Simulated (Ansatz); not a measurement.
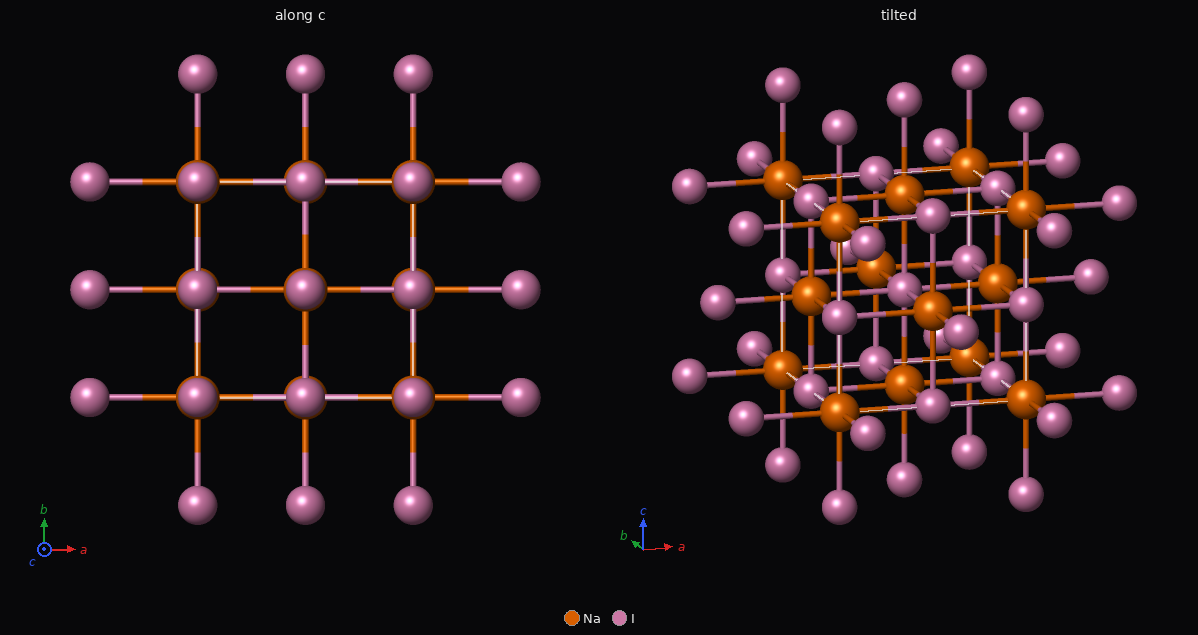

A ball-and-stick rendering, viewed along the c axis and slightly off an axis. The lines enclose the conventional unit cell; boundary atoms appear with their images. Some atoms of the next cells are drawn as well.

NaI, space group Fm-3m (No. 225), a = 6.36 Å, b = 6.36 Å, c = 6.36 Å, α = 90.00°, β = 90.00°, γ = 90.00°.

All computed values are from Ansatz 0.2.0, DFT PBE+D3(BJ), scalar-relativistic, plane waves, PAW. Settings: a plane-wave cutoff of 420 eV, k-points about 0.25 Å⁻¹ apart, no spin polarisation.

### How large a gap does the method give, if there is one?

An insulator at this level, with a gap of 3.79 eV on the k-mesh (the true edges may lie between mesh points, so the gap can be somewhat smaller).

The model was built from a structure type filled with these elements by a generator (whether the compound takes this form wasn't checked). Relaxation method: DFT PBE+D3(BJ), scalar-relativistic, plane waves, PAW (Ansatz 0.2.0).
